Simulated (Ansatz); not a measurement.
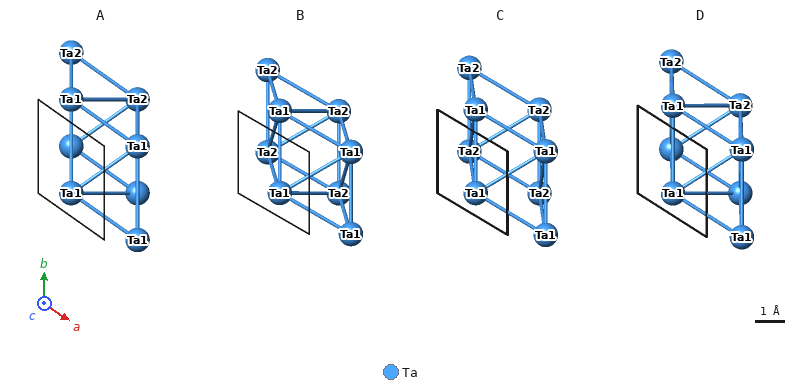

4 geometries from one relaxation of solid Ta (set up in P-1), in shuffled order. The picture is a ball-and-stick view of the cell of the calculation, repeated 2 × 2 × 1 with one cell outlined, seen along the c axis.

The run lets cell and atoms move, from this start: atom 2 moved 0.45 A.

These are results of Kohn-Sham DFT of a periodic cell, PBE, Ansatz PAW (Ansatz), not measurements. Set-up: plane-wave cutoff 420 eV; k-point mesh 11 × 11 × 5; occupations fermi-dirac; smearing width 0.05 eV; target pressure 2 GPa; no spin polarisation; target pressure 2 GPa; cell and atoms relaxed; force threshold 0.01 eV/Å; at most 40 steps.

Put them in the order of the run, from the start to the converged end.

Answer. B, C, D, A. They are steps 0, 1, 2, 9, at +0.587 eV per cell of the calculation, +0.385 eV per cell of the calculation, +0.110 eV per cell of the calculation relative to the last. The largest moves relative to the cell, 0.22 Å, are those of Ta1 and Ta2. Ta1 goes roughly along [−3 −2 1]. Cell: a 2.900 → 2.865 Å (−1.2 %), b 2.900 → 3.308 Å (+14.1 %), c 5.166 → 4.673 Å (−9.6 %), γ 120.0° → 125.3°. Volume −3.9 %. Some distances before and after: Ta1–Ta2 4.037 → 3.306 Å, Ta1–Ta2 (another image) 3.793 → 3.306 Å, Ta1–Ta1 2.900 → 3.308 Å, Ta1–Ta2 (another image) 3.159 → 2.863 Å. The space group (tolerance 0.01 Å) goes from P-1 (No. 2) to Im-3m (No. 229). The energy falls by 0.587 eV per cell of the calculation in 7 accepted moves (9 points after the start). With the target pressure of 2 GPa, the enthalpy E + pV changes by −0.605 eV per cell of the calculation. The largest force component goes from 1.8 to under 0.0001 eV/Å. Pressure: 1.68 GPa at the start and 2.00 GPa at the end. At 2 points the geometry stayed and the basis and grid were re-selected for the new cell (energy shift of 1.9 meV per cell of the calculation at most each time). The run took 67 s on 2 threads of Intel(R) Xeon(R) Processor @ 2.70GHz, on a shared host, peak memory 0.5 GiB.
